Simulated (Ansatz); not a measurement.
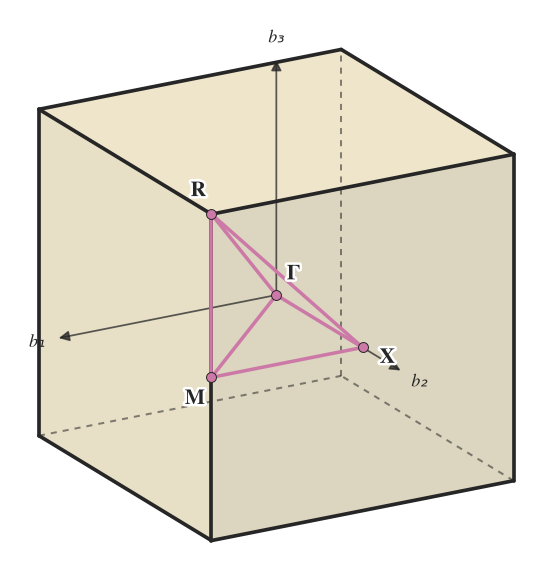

The first Brillouin zone and its special points. Crystal: SiNi₃, coordinates from a relaxation with Ansatz, DFT PBEsol, scalar-relativistic, plane waves, PAW. Symmetry computed with spglib at a tolerance of 0.002 Å; standard conventional cell.

Space group No. 221, Pm-3m; a = 3.461 Å, b = 3.461 Å, c = 3.461 Å, α = 90.00°, β = 90.00°, γ = 90.00°.

Labels and path follow the convention of Hinuma et al. (2017), as computed by seekpath; the arrows show the directions of the reciprocal primitive vectors b₁, b₂, b₃, in which coordinates are given; lengths include the factor 2π.

### List the special points with their coordinates and distances from Γ.

| point | k₁ | k₂ | k₃ | length of k (1/Å) |
| --- | --- | --- | --- | --- |
| Γ | 0 | 0 | 0 | 0.000 |
| R | 1/2 | 1/2 | 1/2 | 1.572 |
| M | 1/2 | 1/2 | 0 | 1.284 |
| X | 0 | 1/2 | 0 | 0.908 |

### What is the zone's volume?

(2π)³ over the primitive cell's volume of 41.47 Å³: 5.98 Å⁻³.
